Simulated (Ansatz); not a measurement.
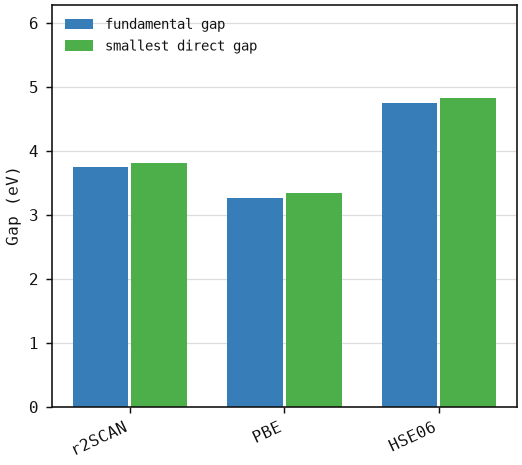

Gaps of SrO, space group R-3m (No. 166), 2 atoms in the cell, rocksalt type, shear (111) strain −2.9%, at several levels of theory on one cell (Ansatz, plane waves and PAW; edges over the mesh and the special points).

> How does the gap depend on the level, and does its kind change?

In rising order: PBE 3.26 eV, r2SCAN 3.74 eV and HSE06 4.74 eV. It is indirect at every level.
